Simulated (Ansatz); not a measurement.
**Single-point calculation of SiO$_{2}$**

SiO$_{2}$ (12 atoms in the cell), computed with DFT LDA, scalar-relativistic, plane waves, PAW, no spin polarisation (Ansatz 0.2.0).

The structure derives from an entry of the Crystallography Open Database. It belongs to a series of runs on one base structure; here: input fault: plain mixing at a large step in a long cell. Figures and captions count atoms from 1; the log counts them from 0 in places.

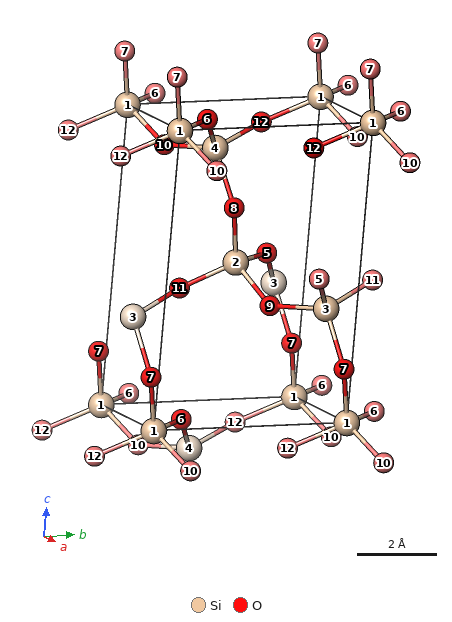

*The input geometry (ball-and-stick view of the cell of the calculation, set on other vectors, seen slightly off an axis; neighbours outside the cell are drawn fainter; atoms are numbered from 1 in the order of the input). An atom can appear more than once, as a periodic image.*

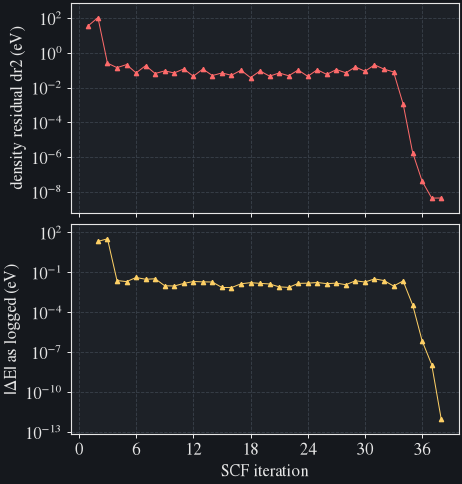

*Convergence of the self-consistent field: density residual dr2 and size of the energy change against the SCF iteration.*

The residual lingers near 0.07 from about step 8 to 28 before it falls again.

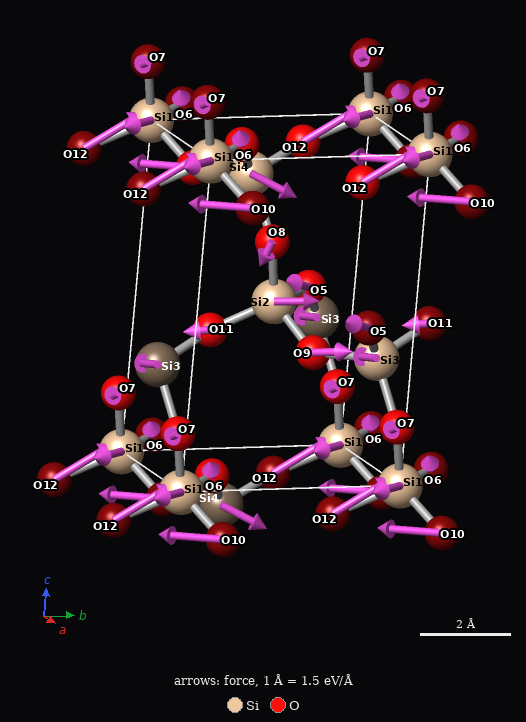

*Forces on the atoms as pink arrows (ball-and-stick view of the cell of the calculation, set on other vectors, seen slightly off an axis; neighbours outside the cell are drawn fainter; atoms are numbered from 1 in the order of the input).*

The largest act on O10 (2.56 eV/Å); O12 (2.38 eV/Å); Si4 (1.79 eV/Å); Si1 (1.73 eV/Å), among others. The geometry is not a stationary point of this energy.

The input and output of the run follow.

Input:
```yaml
crystal:
  lattice:
    - [-4.7481, 4.7481, 7.488]
    - [2.37405, -2.37405, 3.744]
    - [2.37405, 2.37405, -3.744]
  atoms:
    - { symbol: Si, position: [-0.0025029422, -0.0111939861, -0.0111156165] }
    - { symbol: Si, position: [0.5031506442, 0.0006253832, -0.0033652454] }
    - { symbol: Si, position: [0.3717335364, 0.252023781, 0.4985505677] }
    - { symbol: Si, position: [0.8773245093, 0.2546760629, 0.500593015] }
    - { symbol: O, position: [0.494906087, 0.617149781, 0.8685941128] }
    - { symbol: O, position: [0.9975951046, 0.6204711077, 0.8630359007] }
    - { symbol: O, position: [0.1845528095, 0.2483552381, 0.3760963095] }
    - { symbol: O, position: [0.6914677864, 0.2475774408, 0.3825555089] }
    - { symbol: O, position: [0.3772783596, 0.1229744998, 0.1199909015] }
    - { symbol: O, position: [0.882335041, 0.1195383846, 0.1442465592] }
    - { symbol: O, position: [0.4318490296, -0.0015049581, 0.6226544344] }
    - { symbol: O, position: [0.929207024, 0.001298493, 0.6136220777] }
basis:
  ecutwfc: 420
kpoints:
  mp_grid: { grid: [6, 6, 6] }
hamiltonian:
  xc: lda
scf:
  occupations: { method: gaussian, width: 0.02 }
  max_iter: 60
  mixing: { algorithm: broyden, preconditioner: none, beta: 1.0, ndim: 1 }
  initial_density: { chi_scale: 0, normalization: atom }
output:
  forces: true
  stress: true
  eigenvalues: true
```

Command:
```bash
ansatz run input.yaml --threads 1 --pin off --max-ram 2560MiB --backend cpu --events-out ev --progress --plain --runs-dir out
```

Output:
```
Engine: ansatz 0.2.0, x86_64-unknown-linux-gnu
Pseudopotentials: kind: paw
Pseudopotential: Si, paw, valence charge 4, recommended cutoff 420 eV (normal), Si.paw.azcp
Pseudopotential: O, paw, valence charge 6, recommended cutoff 420 eV (normal), O.paw.azcp
Functional definition: SPW92
  exchange = slater_x
  correlation = pw_c
Crystal: 12 atoms, lattice volume = 168.813 Å³
Basis set: ecut = 420 eV, 3275 PW (Γ)
Bands: 44, of which v1, the nominal top of the filled ones, is band 32 counted from 1 (31 counted from 0)
Symmetry: 1 space group operations
Space group: P1 (ITA 1), of the structure as read, at distance tolerance 5.5e-5 Å
k-points: 112 of 216 (time reversal used)
Non-local potential: Si, projectors of the file, l = 0: 2, l = 1: 2, l = 2: 2
Non-local potential: O, projectors of the file, l = 0: 2, l = 1: 2, l = 2: 1
PAW form: soft (Blöchl's): semilocal exchange-correlation on the pseudo side does not see the compensation charge
PAW frozen core: Si, regenerated for the run's functional, and the local potential with it (the file was generated under x = pbe(κ = 0.804, μ = 0.2195149727645171), c = pbe(β = 0.06672455060314922))
PAW frozen core: O, regenerated for the run's functional, and the local potential with it (the file was generated under x = pbe(κ = 0.804, μ = 0.2195149727645171), c = pbe(β = 0.06672455060314922))
PAW one-centre angular grid: Si, 110 points (default); XC on 64 Gauss nodes
PAW one-centre angular grid: O, 110 points (default); XC on 64 Gauss nodes
Initial density: superposition of atomic densities (neutral atoms: chi_scale 0, normalization atom)
Initial wavefunctions: pseudopotential atomic-orbital guess
Functional: x = slater, c = lda
SCF iter   1: F=—  HF=-6902.252572 eV  |F-HF|=—  |Δ(HF+E_count)|=         —  Δρ=1.55e-1  dr2=3.67e1  ethr=3.10e-3  ⟨swp⟩=6.2  Hψ=22841  notcnv=0  defer=129
SCF iter   2: F=—  HF=-6923.462212 eV  |F-HF|=—  |Δ(HF+E_count)|=    2.12e1  Δρ=2.95e-1  dr2=1.07e2  ethr=3.10e-3  ⟨swp⟩=5.6  Hψ=18304  notcnv=0  defer=572  κ⁻¹=1.0e0(r=1)
SCF iter   3: F=—  HF=-6890.407331 eV  |F-HF|=—  |Δ(HF+E_count)|=    3.31e1  Δρ=1.24e-2  dr2=2.55e-1  ethr=3.10e-3  ⟨swp⟩=4.9  Hψ=15402  notcnv=0  defer=523  κ⁻¹=1.0e0(r=1)
SCF iter   4: F=—  HF=-6890.382973 eV  |F-HF|=—  |Δ(HF+E_count)|=   2.44e-2  Δρ=9.80e-3  dr2=1.40e-1  ethr=3.98e-4  ⟨swp⟩=3.2  Hψ=10326  notcnv=0  defer=201  κ⁻¹=1.0e0(r=1)
automatic band count: iteration 4 solves 41 bands in place of 44: the levels show a gap, and the empty bands left out lie too high to hold charge; the band table lists the bands solved (type scf.n_extra_bands for more)
SCF iter   5: F=—  HF=-6890.403115 eV  |F-HF|=—  |Δ(HF+E_count)|=   2.01e-2  Δρ=1.29e-2  dr2=2.10e-1  ethr=2.19e-4  ⟨swp⟩=4.0  Hψ=9968  notcnv=0  defer=89  κ⁻¹=1.0e0(r=1)
automatic band count: iteration 5 solves 40 bands in place of 41: the levels show a gap, and the empty bands left out lie too high to hold charge; the band table lists the bands solved (type scf.n_extra_bands for more)
SCF iter   6: F=—  HF=-6890.361975 eV  |F-HF|=—  |Δ(HF+E_count)|=   4.11e-2  Δρ=7.28e-3  dr2=6.94e-2  ethr=2.19e-4  ⟨swp⟩=3.0  Hψ=10047  notcnv=0  defer=269  κ⁻¹=1.0e0(r=1)
SCF iter   7: F=—  HF=-6890.392208 eV  |F-HF|=—  |Δ(HF+E_count)|=   3.02e-2  Δρ=1.15e-2  dr2=1.83e-1  ethr=1.08e-4  ⟨swp⟩=4.4  Hψ=10637  notcnv=0  defer=274  κ⁻¹=1.0e0(r=1)
SCF iter   8: F=—  HF=-6890.359306 eV  |F-HF|=—  |Δ(HF+E_count)|=   3.29e-2  Δρ=7.11e-3  dr2=6.41e-2  ethr=1.08e-4  ⟨swp⟩=3.8  Hψ=10285  notcnv=0  defer=278  κ⁻¹=1.0e0(r=1)
SCF iter   9: F=—  HF=-6890.369145 eV  |F-HF|=—  |Δ(HF+E_count)|=   9.84e-3  Δρ=8.67e-3  dr2=9.15e-2  ethr=1.00e-4  ⟨swp⟩=3.2  Hψ=9114  notcnv=0  defer=179  κ⁻¹=1.0e0(r=1)
automatic band count: iteration 9 solves 39 bands in place of 40: the levels show a gap, and the empty bands left out lie too high to hold charge; the band table lists the bands solved (type scf.n_extra_bands for more)
SCF iter  10: F=—  HF=-6890.359714 eV  |F-HF|=—  |Δ(HF+E_count)|=   9.43e-3  Δρ=7.15e-3  dr2=6.91e-2  ethr=1.00e-4  ⟨swp⟩=3.2  Hψ=8911  notcnv=0  defer=179  κ⁻¹=1.0e0(r=1)
SCF iter  11: F=—  HF=-6890.374453 eV  |F-HF|=—  |Δ(HF+E_count)|=   1.47e-2  Δρ=9.53e-3  dr2=1.19e-1  ethr=1.00e-4  ⟨swp⟩=3.8  Hψ=9950  notcnv=0  defer=267  κ⁻¹=1.0e0(r=1)
SCF iter  12: F=—  HF=-6890.353966 eV  |F-HF|=—  |Δ(HF+E_count)|=   2.05e-2  Δρ=6.07e-3  dr2=4.46e-2  ethr=1.00e-4  ⟨swp⟩=3.1  Hψ=8830  notcnv=0  defer=267  κ⁻¹=1.0e0(r=1)
SCF iter  13: F=—  HF=-6890.373232 eV  |F-HF|=—  |Δ(HF+E_count)|=   1.93e-2  Δρ=9.33e-3  dr2=1.16e-1  ethr=6.97e-5  ⟨swp⟩=4.1  Hψ=9345  notcnv=0  defer=155  κ⁻¹=1.0e0(r=1)
automatic band count: iteration 13 solves 38 bands in place of 39: the levels show a gap, and the empty bands left out lie too high to hold charge; the band table lists the bands solved (type scf.n_extra_bands for more)
SCF iter  14: F=—  HF=-6890.354420 eV  |F-HF|=—  |Δ(HF+E_count)|=   1.88e-2  Δρ=6.17e-3  dr2=4.92e-2  ethr=6.97e-5  ⟨swp⟩=3.9  Hψ=9992  notcnv=0  defer=175  κ⁻¹=1.0e0(r=1)
SCF iter  15: F=—  HF=-6890.361742 eV  |F-HF|=—  |Δ(HF+E_count)|=   7.32e-3  Δρ=7.59e-3  dr2=6.92e-2  ethr=6.97e-5  ⟨swp⟩=3.7  Hψ=8795  notcnv=0  defer=68  κ⁻¹=1.0e0(r=1)
automatic band count: iteration 15 solves 37 bands in place of 38: the levels show a gap, and the empty bands left out lie too high to hold charge; the band table lists the bands solved (type scf.n_extra_bands for more)
SCF iter  16: F=—  HF=-6890.354598 eV  |F-HF|=—  |Δ(HF+E_count)|=   7.14e-3  Δρ=6.16e-3  dr2=5.08e-2  ethr=6.97e-5  ⟨swp⟩=3.4  Hψ=8670  notcnv=0  defer=68  κ⁻¹=1.0e0(r=1)
SCF iter  17: F=—  HF=-6890.368376 eV  |F-HF|=—  |Δ(HF+E_count)|=   1.38e-2  Δρ=8.65e-3  dr2=1.00e-1  ethr=6.97e-5  ⟨swp⟩=4.0  Hψ=9871  notcnv=0  defer=112  κ⁻¹=1.0e0(r=1)
SCF iter  18: F=—  HF=-6890.351534 eV  |F-HF|=—  |Δ(HF+E_count)|=   1.68e-2  Δρ=5.54e-3  dr2=3.73e-2  ethr=6.97e-5  ⟨swp⟩=3.7  Hψ=8654  notcnv=0  defer=112  κ⁻¹=1.0e0(r=1)
SCF iter  19: F=—  HF=-6890.366393 eV  |F-HF|=—  |Δ(HF+E_count)|=   1.49e-2  Δρ=8.30e-3  dr2=9.08e-2  ethr=5.83e-5  ⟨swp⟩=4.2  Hψ=8791  notcnv=0  defer=112  κ⁻¹=1.0e0(r=1)
SCF iter  20: F=—  HF=-6890.352993 eV  |F-HF|=—  |Δ(HF+E_count)|=   1.34e-2  Δρ=5.85e-3  dr2=4.52e-2  ethr=5.83e-5  ⟨swp⟩=3.9  Hψ=9731  notcnv=0  defer=112  κ⁻¹=1.0e0(r=1)
SCF iter  21: F=—  HF=-6890.361143 eV  |F-HF|=—  |Δ(HF+E_count)|=   8.15e-3  Δρ=7.47e-3  dr2=6.93e-2  ethr=5.83e-5  ⟨swp⟩=4.2  Hψ=8903  notcnv=0  defer=113  κ⁻¹=1.0e0(r=1)
SCF iter  22: F=—  HF=-6890.353752 eV  |F-HF|=—  |Δ(HF+E_count)|=   7.39e-3  Δρ=5.97e-3  dr2=4.77e-2  ethr=5.83e-5  ⟨swp⟩=3.9  Hψ=8681  notcnv=0  defer=112  κ⁻¹=1.0e0(r=1)
SCF iter  23: F=—  HF=-6890.368644 eV  |F-HF|=—  |Δ(HF+E_count)|=   1.49e-2  Δρ=8.69e-3  dr2=1.02e-1  ethr=5.83e-5  ⟨swp⟩=4.1  Hψ=9979  notcnv=0  defer=112  κ⁻¹=1.0e0(r=1)
SCF iter  24: F=—  HF=-6890.353221 eV  |F-HF|=—  |Δ(HF+E_count)|=   1.54e-2  Δρ=5.91e-3  dr2=4.43e-2  ethr=5.83e-5  ⟨swp⟩=4.2  Hψ=9056  notcnv=0  defer=112  κ⁻¹=1.0e0(r=1)
SCF iter  25: F=—  HF=-6890.370421 eV  |F-HF|=—  |Δ(HF+E_count)|=   1.72e-2  Δρ=8.90e-3  dr2=1.06e-1  ethr=5.83e-5  ⟨swp⟩=5.4  Hψ=11318  notcnv=0  defer=112  κ⁻¹=1.0e0(r=1)
SCF iter  26: F=—  HF=-6890.356174 eV  |F-HF|=—  |Δ(HF+E_count)|=   1.42e-2  Δρ=6.53e-3  dr2=5.72e-2  ethr=5.83e-5  ⟨swp⟩=4.0  Hψ=9898  notcnv=0  defer=112  κ⁻¹=1.0e0(r=1)
SCF iter  27: F=—  HF=-6890.371694 eV  |F-HF|=—  |Δ(HF+E_count)|=   1.55e-2  Δρ=9.11e-3  dr2=1.09e-1  ethr=5.83e-5  ⟨swp⟩=5.2  Hψ=11197  notcnv=0  defer=113  κ⁻¹=1.0e0(r=1)
SCF iter  28: F=—  HF=-6890.359936 eV  |F-HF|=—  |Δ(HF+E_count)|=   1.18e-2  Δρ=7.19e-3  dr2=7.07e-2  ethr=5.83e-5  ⟨swp⟩=5.2  Hψ=11146  notcnv=0  defer=112  κ⁻¹=1.0e0(r=1)
SCF iter  29: F=—  HF=-6890.383207 eV  |F-HF|=—  |Δ(HF+E_count)|=   2.33e-2  Δρ=1.06e-2  dr2=1.54e-1  ethr=5.83e-5  ⟨swp⟩=4.7  Hψ=11907  notcnv=0  defer=112  κ⁻¹=1.0e0(r=1)
SCF iter  30: F=—  HF=-6890.364553 eV  |F-HF|=—  |Δ(HF+E_count)|=   1.87e-2  Δρ=8.00e-3  dr2=8.65e-2  ethr=5.83e-5  ⟨swp⟩=4.8  Hψ=10992  notcnv=0  defer=112  κ⁻¹=1.0e0(r=1)
SCF iter  31: F=—  HF=-6890.396706 eV  |F-HF|=—  |Δ(HF+E_count)|=   3.22e-2  Δρ=1.21e-2  dr2=2.02e-1  ethr=5.83e-5  ⟨swp⟩=4.9  Hψ=11476  notcnv=0  defer=112  κ⁻¹=1.0e0(r=1)
SCF iter  32: F=—  HF=-6890.372456 eV  |F-HF|=—  |Δ(HF+E_count)|=   2.42e-2  Δρ=9.19e-3  dr2=1.15e-1  ethr=1.56e-6  ⟨swp⟩=9.2  Hψ=48950  notcnv=0
Mixer restart at iter 32: flushing history
automatic band count: iteration 32 solves 44 bands in place of 37: the mixing has stalled, and the SCF is to minimise its free energy, so it keeps every band
iteration 32: the SCF's residuals had fallen too slowly under its mixing. It goes on by minimising its free energy, and can end on another state than longer mixing would; under `scf.algorithm: density_mixing` no SCF does so, but by `scf.convergence.dm_fallback`
SCF iter  33: F=—  HF=-6890.363065 eV  |F-HF|=—  |Δ(HF+E_count)|=   9.39e-3  Δρ=8.29e-3  dr2=7.93e-2  ethr=1.56e-6  ⟨swp⟩=9.6  Hψ=47333  notcnv=0
SCF iter  34: F=—  HF=-6890.340613 eV  |F-HF|=—  |Δ(HF+E_count)|=   2.25e-2  Δρ=9.21e-4  dr2=1.14e-3  ethr=1.56e-6  ⟨swp⟩=7.9  Hψ=30631  notcnv=0
SCF iter  35: F=—  HF=-6890.340254 eV  |F-HF|=—  |Δ(HF+E_count)|=   3.59e-4  Δρ=3.20e-5  dr2=1.80e-6  ethr=1.56e-6  ⟨swp⟩=5.7  Hψ=17102  notcnv=0
SCF iter  36: F=—  HF=-6890.340253 eV  |F-HF|=—  |Δ(HF+E_count)|=   6.96e-7  Δρ=5.78e-6  dr2=3.99e-8  ethr=1.56e-10  ⟨swp⟩=5.4  Hψ=22821  notcnv=0
SCF iter  37: F=-6890.340253 eV  HF=-6890.340253 eV  |F-HF|=3.82e-9  |Δ(HF+E_count)|=   1.16e-8  Δρ=1.98e-6  dr2=4.32e-9  ethr=6.23e-11  ⟨swp⟩=2.0  Hψ=16768  notcnv=0
SCF iter  38: F=-6890.340253 eV  HF=-6890.340253 eV  |F-HF|=3.83e-9  |Δ(HF+E_count)|=  9.09e-13  Δρ=1.98e-6  dr2=4.34e-9  ethr=6.75e-12  ⟨swp⟩=1.2  Hψ=16591  notcnv=0
SCF 1 converged in 38 iterations: F = -6890.340253 eV  dr2 = 4.34e-9
  greatest PAW one-centre occupation: 0.861 electrons in one spin orbital (limit 2), on the O atom at site 5 (counted from 0), in its partial waves of l = 0
SCF converged after 38 iterations
Free energy (F): -6890.340253 eV
Harris-Foulkes:  -6890.340253 eV  (|F-HF|=3.83e-9)
Internal energy: -6890.340253 eV  (E = F + TS)
E sigma→0 (E₀):  -6890.340253 eV
Fermi energy:    3.801310 eV
--- Per-component energies (eV) ---
  E_band       = -361.772214
  E_kinetic    = 1600.166058
  E_local      = -4425.954492  (includes V_loc(G=0)·N_el)
  E_nonlocal   = 501.949504
  E_hartree    = 1609.372729
  E_xc         = -802.825902
  E_vxc        = -939.450227  (∫ρ·V_xc dr)
  E_paw        = -3131.490590  (= ΣΔE_a)
  E_vpaw       = -317.253075  (= ΣTr[D̂ρ^β])
  E_aug_tail   = 0.021126  (compensation charges beyond the density's cutoff)
  E_ewald      = -2242.691383
  E_core_change = 1.112695  (= ΣΔE_core)
  E_smearing   = -0.000000  (= −TS)
  E_closure    = 0.000000  (closes the sum)
  Σ components = -6890.340253   (vs F -6890.340253, Δ=0.00e0)
--- Forces (eV/Å), atoms counted from 1 ---
  atom   1  Si     1.16896198    -0.54512447     1.15405694
  atom   2  Si     0.40278248     0.69847361    -1.31120270
  atom   3  Si    -1.64576017    -0.33679010     0.14854322
  atom   4  Si     0.29316839    -0.05294563    -1.76316571
  atom   5  O      1.09840417    -0.09110201     1.21601747
  atom   6  O      0.55843067     0.41520945     0.51147180
  atom   7  O     -0.84068380    -0.43044369     0.02295464
  atom   8  O     -0.38932627    -0.96159307    -0.12926078
  atom   9  O      1.07971797     0.66449213    -0.87159207
  atom  10  O     -1.90349997    -0.88193757     1.47160051
  atom  11  O     -0.10793869    -0.47665631     0.80791604
  atom  12  O      0.28573928     1.99840163    -1.25735527
  max |Σ_I F_I| component: 1.60e-5 eV/Å
--- Stress (GPa, compression-positive) ---
        0.411023       0.083119       1.287267
        0.083119      -1.206117       0.026481
        1.287267       0.026481      -2.722272
  P = ⅓ Tr σ = -1.1725 GPa (-11.725 kbar)
--- Band table (eV; the first three rows and the last of 112) ---
  k-point 0: bands = ["-18.1543", "-17.5624", "-16.4749", "-16.2097", "-15.9102", "-15.8264", "-15.7537", "-15.4674", "-8.0801", "-7.1384", "-4.9372", "-4.5976", "-4.4605", "-4.3110", "-4.1155", "-3.9210", "-2.0422", "-1.7065", "-1.4209", "-1.3868", "-1.1067", "-0.7097", "-0.6382", "-0.5174", "-0.4855", "-0.3481", "-0.1262", "0.1897", "0.5513", "0.6763", "0.8693", "0.9594", "6.6432", "9.0676", "9.3091", "9.6064", "10.6624", "10.9161", "11.5526", "11.7709", "11.8419", "12.0174", "12.2443", "12.3334"]
  k-point 1: bands = ["-18.0452", "-17.5559", "-16.4761", "-16.2547", "-15.8998", "-15.8716", "-15.8266", "-15.5318", "-7.8152", "-7.0890", "-5.0780", "-4.7460", "-4.4252", "-4.1935", "-4.0294", "-3.8967", "-1.9138", "-1.8003", "-1.4838", "-1.3772", "-1.0719", "-0.9816", "-0.6685", "-0.5850", "-0.4811", "-0.3054", "-0.0465", "0.0760", "0.5546", "0.6642", "0.8206", "0.9310", "7.2726", "8.7319", "9.7260", "10.0917", "10.4349", "10.8898", "11.0797", "11.6125", "11.7799", "11.9394", "12.1583", "12.3502"]
  k-point 2: bands = ["-17.7878", "-17.4765", "-16.6712", "-16.3362", "-16.0601", "-15.8519", "-15.8340", "-15.6389", "-7.1919", "-6.9800", "-5.4072", "-4.9858", "-4.2232", "-4.1352", "-3.9441", "-3.7680", "-2.0161", "-1.8471", "-1.5887", "-1.4423", "-1.2795", "-1.0021", "-0.9355", "-0.5372", "-0.3977", "-0.2657", "-0.0604", "0.1902", "0.4948", "0.6421", "0.7036", "0.8227", "8.6641", "8.7225", "10.1866", "10.3819", "10.5883", "10.6418", "10.8087", "11.0732", "11.7747", "11.8636", "12.1010", "12.2851"]
  k-point 111: bands = ["-17.7484", "-17.2523", "-16.7678", "-16.5931", "-16.1916", "-15.8782", "-15.7937", "-15.5212", "-6.9628", "-6.5147", "-5.3597", "-5.1993", "-4.4009", "-4.0174", "-3.8116", "-3.7830", "-2.0665", "-1.7955", "-1.6637", "-1.4239", "-1.2206", "-1.1695", "-0.8572", "-0.7835", "-0.5900", "-0.3887", "-0.2277", "-0.0454", "0.4474", "0.5555", "0.6604", "0.9315", "9.0537", "9.1247", "9.8506", "10.0045", "10.2691", "10.3076", "10.6869", "10.8579", "12.0191", "12.2436", "12.3714", "12.7511"]
```

Key numbers:

| quantity | value |
| --- | --- |
| outcome | converged |
| space group (tolerance 0.01 Å) | P1 (1) |
| electrons treated | 64 |
| free energy | −6890.3403 eV |
| Fermi energy | 3.801 eV |
| gap on the k-point mesh | 5.68 eV |
| pressure | −1.17 GPa |
| largest force (length of the vector) | 2.563 eV/Å |
| hardware | 1 thread of Intel Xeon @ 2.90GHz (Ice Lake), 192 GiB of memory available, shared host |
| wall time | 7 min |
| peak memory | 1.7 GiB |
